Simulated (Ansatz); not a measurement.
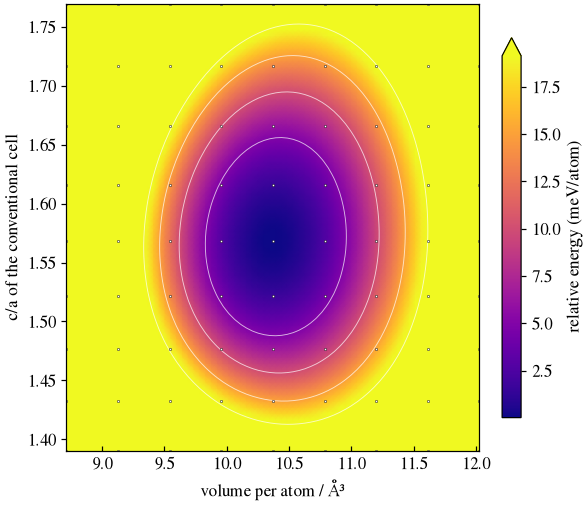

LiF (P6_3mc, No. 186; 4 atoms in the cell). 
- The energy is mapped over volume and the cell's shape.
- Coordinates scanned: (1) volume per atom; (2) c/a of the conventional cell.
- Nothing is relaxed (fractional coordinates fixed).
- The grid has 9 × 9 points.
- Points are written as (first, second).
- All energies are given in meV/atom relative to the lowest grid point.
- These are results of DFT PBE, scalar-relativistic, plane waves, PAW in Ansatz 0.2.0, not measurements. Settings: cutoff 520 eV, k-mesh 9×9×6 in the order of the run's cell vectors, gaussian smearing 0.05 eV, no spin polarisation.

Drawn: a smooth colour map with a few white contour lines, dots at the grid points, one colour for all values above the top of the scale. Between grid points the surface is interpolated.

Q: Where is the minimum, and how stiff is the well along each coordinate?

A: The interpolated minimum is at volume per atom ≈ 10.370 Å³, c/a of the conventional cell ≈ 1.568. The curvatures there are about 0.12 eV/(Å³)² and 5.7 eV, with a cross term of about −0.03 eV/Å³ (per cell of 4 atoms). Round the minimum the two coordinates are nearly uncoupled.
